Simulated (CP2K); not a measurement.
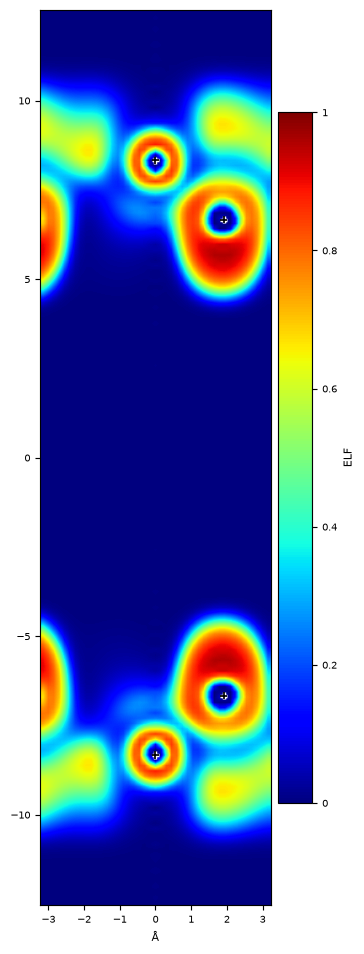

The electron localisation function on a plane through atoms (crosses mark nuclei in the plane).

These are results of Kohn-Sham DFT of a periodic cell, PBE, GTH-PBE with UZH-TZVP basis in CP2K 2026.2, not measurements.

Candidates:
A. MoS$_{4}$ (slab), a = 3.18 Å, b = 3.18 Å, c = 46.57 Å, α = 90.00°, β = 90.00°, γ = 120.00°. Not relaxed (largest force 0.4 eV/Å).
B. Ru (slab), a = 2.71 Å, b = 2.71 Å, c = 25.70 Å, α = 90.00°, β = 90.00°, γ = 120.00°. Not relaxed (largest force 0.8 eV/Å).
C. WSe (slab), a = 3.32 Å, b = 3.32 Å, c = 31.66 Å, α = 90.00°, β = 90.00°, γ = 120.00°. Not relaxed (largest force 0.3 eV/Å).

Which candidate gave the map?

Candidate C: WSe on the (110) plane of the calculation cell, a cut from vacuum to vacuum, which holds W and Se. W–Se (2.54 Å): the ELF is about 0.50 at the midpoint.
